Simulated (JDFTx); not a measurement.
## MoS₂: band-structure run

- system: MoS₂ (6 atoms in the cell)
- method: Kohn-Sham DFT of a periodic cell, PBEsol, PseudoDojo-SR-PBEsol-0.4.1-standard, no spin polarisation (JDFTx 1.7.0 (patched build))

The structure derives from an entry of the Crystallography Open Database.

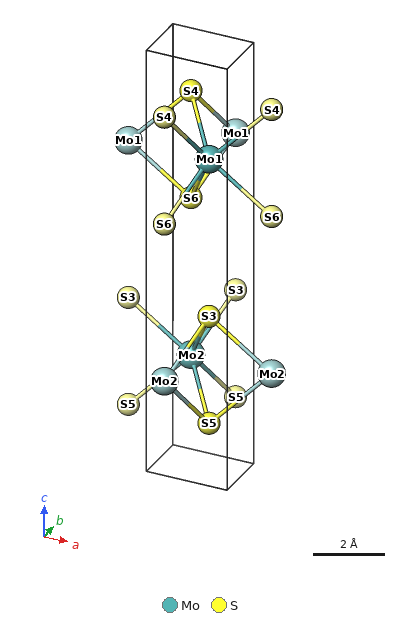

**Figure 1.** The structure as given in the input (ball-and-stick view of the cell of the calculation, seen slightly off an axis; neighbours outside the cell are drawn fainter; atoms are numbered from 1 in the order of the input). An atom can appear more than once, as a periodic image.

**Input**
```
lattice \
    5.9885420889    -2.9942710445     0.0000000000 \
    0.0000000000     5.1862295807     0.0000000000 \
    0.0000000000     0.0000000000    23.2889847599
coords-type Lattice
ion Mo     0.6666666667     0.3333333333     0.7500000000 1
ion Mo     0.3333333333     0.6666666667     0.2500000000 1
ion S      0.6666666667     0.3333333333     0.3770000000 1
ion S      0.3333333333     0.6666666667     0.8770000000 1
ion S      0.6666666667     0.3333333333     0.1230000000 1
ion S      0.3333333333     0.6666666667     0.6230000000 1

ion-species pseudo/Mo.upf
ion-species pseudo/S.upf
elec-cutoff 40 320
elec-ex-corr gga-PBEsol
elec-smearing Fermi 0.0018374661
elec-n-bands 34
electronic-minimize nIterations 30 energyDiffThreshold 1e-06
davidson-band-ratio 1.3
forces-output-coords Cartesian
include path.kpoints
symmetries none
fix-electron-density run.$VAR

dump-name bands.$VAR
dump End Ecomponents EigStats BandEigs Kpoints Forces
```

**File path.kpoints**
```
kpoint +0.0000000000 +0.0000000000 +0.0000000000 0.020000000000
kpoint +0.0714285714 +0.0000000000 +0.0000000000 0.020000000000
kpoint +0.1428571429 +0.0000000000 +0.0000000000 0.020000000000
kpoint +0.2142857143 +0.0000000000 +0.0000000000 0.020000000000
kpoint +0.2857142857 +0.0000000000 +0.0000000000 0.020000000000
kpoint +0.3571428571 +0.0000000000 +0.0000000000 0.020000000000
kpoint +0.4285714286 +0.0000000000 +0.0000000000 0.020000000000
kpoint +0.5000000000 +0.0000000000 +0.0000000000 0.020000000000
kpoint +0.4583333333 +0.0833333333 +0.0000000000 0.020000000000
kpoint +0.4166666667 +0.1666666667 +0.0000000000 0.020000000000
kpoint +0.3750000000 +0.2500000000 +0.0000000000 0.020000000000
kpoint +0.3333333333 +0.3333333333 +0.0000000000 0.020000000000
kpoint +0.2962962963 +0.2962962963 +0.0000000000 0.020000000000
kpoint +0.2592592593 +0.2592592593 +0.0000000000 0.020000000000
kpoint +0.2222222222 +0.2222222222 +0.0000000000 0.020000000000
kpoint +0.1851851852 +0.1851851852 +0.0000000000 0.020000000000
kpoint +0.1481481481 +0.1481481481 +0.0000000000 0.020000000000
kpoint +0.1111111111 +0.1111111111 +0.0000000000 0.020000000000
kpoint +0.0740740741 +0.0740740741 +0.0000000000 0.020000000000
kpoint +0.0370370370 +0.0370370370 +0.0000000000 0.020000000000
kpoint +0.0000000000 +0.0000000000 +0.0000000000 0.020000000000
kpoint +0.0000000000 +0.0000000000 +0.5000000000 0.020000000000
kpoint +0.0625000000 +0.0000000000 +0.5000000000 0.020000000000
kpoint +0.1250000000 +0.0000000000 +0.5000000000 0.020000000000
kpoint +0.1875000000 +0.0000000000 +0.5000000000 0.020000000000
kpoint +0.2500000000 +0.0000000000 +0.5000000000 0.020000000000
kpoint +0.3125000000 +0.0000000000 +0.5000000000 0.020000000000
kpoint +0.3750000000 +0.0000000000 +0.5000000000 0.020000000000
kpoint +0.4375000000 +0.0000000000 +0.5000000000 0.020000000000
kpoint +0.5000000000 +0.0000000000 +0.5000000000 0.020000000000
kpoint +0.4666666667 +0.0666666667 +0.5000000000 0.020000000000
kpoint +0.4333333333 +0.1333333333 +0.5000000000 0.020000000000
kpoint +0.4000000000 +0.2000000000 +0.5000000000 0.020000000000
kpoint +0.3666666667 +0.2666666667 +0.5000000000 0.020000000000
kpoint +0.3333333333 +0.3333333333 +0.5000000000 0.020000000000
kpoint +0.3030303030 +0.3030303030 +0.5000000000 0.020000000000
kpoint +0.2727272727 +0.2727272727 +0.5000000000 0.020000000000
kpoint +0.2424242424 +0.2424242424 +0.5000000000 0.020000000000
kpoint +0.2121212121 +0.2121212121 +0.5000000000 0.020000000000
kpoint +0.1818181818 +0.1818181818 +0.5000000000 0.020000000000
kpoint +0.1515151515 +0.1515151515 +0.5000000000 0.020000000000
kpoint +0.1212121212 +0.1212121212 +0.5000000000 0.020000000000
kpoint +0.0909090909 +0.0909090909 +0.5000000000 0.020000000000
kpoint +0.0606060606 +0.0606060606 +0.5000000000 0.020000000000
kpoint +0.0303030303 +0.0303030303 +0.5000000000 0.020000000000
kpoint +0.0000000000 +0.0000000000 +0.5000000000 0.020000000000
kpoint +0.5000000000 +0.0000000000 +0.5000000000 0.020000000000
kpoint +0.5000000000 +0.0000000000 +0.0000000000 0.020000000000
kpoint +0.3333333333 +0.3333333333 +0.0000000000 0.020000000000
kpoint +0.3333333333 +0.3333333333 +0.5000000000 0.020000000000
```

Hardware: 1 thread of Intel Xeon (Sapphire Rapids), 32 GiB of memory available, shared host.

Launched with:
```bash
jdftx -c 1 -i bands.in -o bands.out
```

**Output**
```
*************** JDFTx 1.7.0 (patched build) ***************

Input parsed successfully to the following command list (including defaults):
[... the input with its defaults ...]

---------- Initializing the Grid ----------
R =
[      5.98854     -2.99427            0  ]
[            0      5.18623            0  ]
[            0            0       23.289  ]
unit cell volume = 723.308
G =
[     1.0492   0.605757         -0  ]
[          0    1.21151          0  ]
[          0         -0   0.269792  ]
Minimum fftbox size, Smin = [  52  52  188  ]
Chosen fftbox size, S = [  54  54  192  ]

---------- Initializing tighter grid for wavefunction operations ----------
R =
[      5.98854     -2.99427            0  ]
[            0      5.18623            0  ]
[            0            0       23.289  ]
unit cell volume = 723.308
G =
[     1.0492   0.605757         -0  ]
[          0    1.21151          0  ]
[          0         -0   0.269792  ]
Minimum fftbox size, Smin = [  36  36  136  ]
Chosen fftbox size, S = [  36  36  140  ]

---------- Exchange Correlation functional ----------
Initalized PBEsol GGA exchange.
Initalized PBEsol GGA correlation.

---------- Setting up pseudopotentials ----------
Width of ionic core gaussian charges (only for fluid interactions / plotting) set to 0

Reading pseudopotential file 'pseudo/Mo.upf':
  'Mo' pseudopotential, 'PBESOL' functional
  Generated using ONCVPSP code by D. R. Hamann
  14 valence electrons, 4 orbitals, 6 projectors, 1001 radial grid points, with lMax = 2
    4S    l: 0   occupation:  2.0   eigenvalue: -2.363064
    4P    l: 1   occupation:  6.0   eigenvalue: -1.413234
    4D    l: 2   occupation:  5.0   eigenvalue: -0.138516
    5S    l: 0   occupation:  1.0   eigenvalue: -0.151378
  Core radius for overlap checks: 1.35 bohrs.

Reading pseudopotential file 'pseudo/S.upf':
  'S' pseudopotential, 'PBESOL' functional
  Generated using ONCVPSP code by D. R. Hamann
  6 valence electrons, 2 orbitals, 6 projectors, 1001 radial grid points, with lMax = 2
    3S    l: 0   occupation:  2.0   eigenvalue: -0.631879
    3P    l: 1   occupation:  4.0   eigenvalue: -0.256451
  Core radius for overlap checks: 1.58 bohrs.

Initialized 2 species with 6 total atoms.

Folded 50 k-points by 1x1x1 to 50 k-points.

---------- Setting up k-points, bands, fillings ----------
No reducable k-points.
Computing the number of bands and number of electrons
Calculating initial fillings.
nElectrons:  52.000000   nBands: 34   nStates: 50

----- Setting up reduced wavefunction bases (one per k-point) -----
average nbasis = 8745.360 , ideal nbasis = 8739.919

---------- Setting up ewald sum ----------
Optimum gaussian width for ewald sums = 2.656599 bohr.
Real space sum over 1183 unit cells with max indices [  6  6  3  ]
Reciprocal space sum over 3751 terms with max indices [  5  5  15  ]

---------- Allocating electronic variables ----------
Reading n from file 'run.n' ... done
Initializing wave functions:  linear combination of atomic orbitals

----------- Band structure minimization -------------
Minimization will be done independently for each quantum number.

---- Minimization of quantum number:     0  [ +0.0000000 +0.0000000 +0.0000000 ]  0.040000000 ----
BandDavidson: Iter:   0  Eband: -0.055063776010493
BandDavidson: Iter:   1  Eband: -0.062465956772857  dEband: -7.402181e-03
BandDavidson: Iter:   2  Eband: -0.063725490703625  dEband: -1.259534e-03
BandDavidson: Iter:   3  Eband: -0.064043406741234  dEband: -3.179160e-04
[... 734 lines of inner loops ...]
BandDavidson: Iter:  10  Eband: -0.074504688034747  dEband: -1.643451e-06
BandDavidson: Iter:  11  Eband: -0.074505510641102  dEband: -8.226064e-07
BandDavidson: Converged (dEband<1.000000e-06)
	FillingsUpdate:  mu: +0.417016138  nElectrons: 52.000000

Dumping 'bands.eigStats' ...
	eMin: -1.856414 at state 21 ( [ +0.000000 +0.000000 +0.500000 ] spin 0 )
	HOMO: +0.401220 at state 20 ( [ +0.000000 +0.000000 +0.000000 ] spin 0 )
	mu  : +0.417016
	LUMO: +0.431949 at state 15 ( [ +0.185185 +0.185185 +0.000000 ] spin 0 )
	eMax: +0.561244 at state 12 ( [ +0.296296 +0.296296 +0.000000 ] spin 0 )
	HOMO-LUMO gap: +0.030729
	Optical gap  : +0.061022 at state 11 ( [ +0.333333 +0.333333 +0.000000 ] spin 0 )
Done!
```

**Key numbers**

```csv
quantity,value
outcome,converged
space group (tolerance 0.01 Å),P6₃/mmc (194)
electrons treated,52
gap on the band path,0.84 eV
wall time,2.5 min
peak memory,0.39 GiB
```

**Notes**

Points of doubt noted for this run: coarse mesh. The k-point mesh is coarse for a cell of this size, so the results may not be converged.
